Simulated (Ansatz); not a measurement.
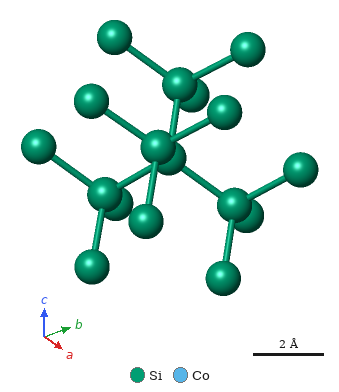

Starting structure of a defect cell of composition Si64Co (cell charge +1). A ball-and-stick model of the atoms within 4.2 Å of the atom that moves most (axes of the cell of the calculation), seen from a free direction.

Level of theory: Ansatz 0.2.0, DFT, PBEsol, PAW, plane waves.

(plane-wave cutoff 420 eV; k-point mesh 1 × 1 × 1; mesh shifted by (0.25, 0.25, 0.25); collinear spin; atoms relaxed in a fixed cell; force threshold 0.03 eV/Å; at most 80 steps)

```xyz
65
Lattice="10.8656 0.0000 0.0000 0.0000 10.8656 0.0000 0.0000 0.0000 10.8656" Properties=species:S:1:pos:R:3 pbc="T T T"
Si    0.0006    0.0281    0.0125
Si    0.0148   10.8349    5.4023
Si    0.0179    5.4227    0.0053
Si    0.0255    5.4478    5.4134
Si    5.4422   10.8451   10.8299
Si    5.4048    0.0115    5.4493
Si    5.4492    5.4274   10.8295
Si    5.4749    5.4420    5.4071
Si    1.3396    1.3434    1.3520
Si    1.3716    1.3568    6.7735
Si    1.3009    6.7863    1.3576
Si    1.3587    6.7524    6.7802
Si    6.7975    1.3504    1.3421
Si    6.7750    1.3521    6.7794
Si    6.7910    6.8186    1.3487
Si    6.7824    6.7756    6.7883
Si    2.7363    2.7253   10.8574
Si    2.6971    2.7231    5.4062
Si    2.7046    8.1255   10.8520
Si    2.7430    8.1247    5.4271
Si    8.1324    2.7005   10.8625
Si    8.1829    2.7196    5.4378
Si    8.1594    8.1774    0.0061
Si    8.1533    8.1271    5.4242
Si    4.0878    4.0849    1.3531
Si    4.0851    4.0904    6.7771
Si    4.0518    9.4845    1.3072
Si    4.0407    9.4858    6.7656
Si    9.5159    4.1032    1.3200
Si    9.5065    4.0848    6.7741
Si    9.5171    9.4792    1.3759
Si    9.5148    9.5003    6.7743
Si    2.7219   10.8550    2.7147
Si    2.7223    0.0209    8.1575
Si    2.7307    5.4471    2.7280
Si    2.7092    5.4444    8.1708
Si    8.1879   10.8464    2.7208
Si    8.1882    0.0101    8.1937
Si    8.1411    5.4442    2.6797
Si    8.1392    5.4622    8.1573
Si    4.0834    1.3977    4.0457
Si    4.1095    1.3538    9.4936
Si    4.0656    6.8005    4.0564
Si    4.0521    6.7708    9.5103
Si    9.4957    1.3409    4.0834
Si    9.5057    1.3717    9.5079
Si    9.4951    6.8024    4.0464
Si    9.5107    6.8372    9.4936
Si   10.8634    2.6785    2.6990
Si   10.8619    2.7082    8.1484
Si   10.8394    8.1683    2.7183
Si    0.0027    8.1430    8.1697
Si    5.4447    2.7227    2.7107
Si    5.4541    2.7343    8.1353
Si    5.4562    8.1799    2.7275
Si    5.4086    8.1132    8.1459
Si    1.3637    4.1083    4.0466
Si    1.3712    4.0503    9.5046
Si    1.3420    9.5046    4.0942
Si    1.3558    9.5183    9.5365
Si    6.8142    4.0653    4.0717
Si    6.7900    4.0623    9.5011
Si    6.7974    9.4876    4.0502
Si    6.8099    9.5259    9.4943
Co    4.0777    4.1073    4.0673
```

Where does the relaxation end?

Answer. The atom that moves furthest is Si16 (0.071 Å along [2 2 1]). By element the largest moves are Si 0.071 Å, Co 0.064 Å. The cell stays as it was. Among the contacts that change: Si56–Si64 2.404 → 2.352 Å, Si8–Si61 2.339 → 2.374 Å, Si28–Si56 2.379 → 2.353 Å, Si16–Si40 2.332 → 2.352 Å. Among the angles between lasting bonds that change: Si8–Si16–Si40 110.7° → 108.3°. The energy falls by 0.487 eV per cell of the calculation in 4 geometry steps. The largest force component goes from 0.94 to 0.026 eV/Å. The run took 91 s on 7 threads of Arm Neoverse-V2, peak memory 3 GiB.

The end point in the same view:

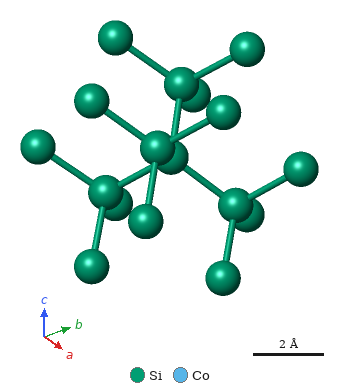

Limits of the set-up: the cell is charged, on a uniform background, and energies carry no finite-size correction.
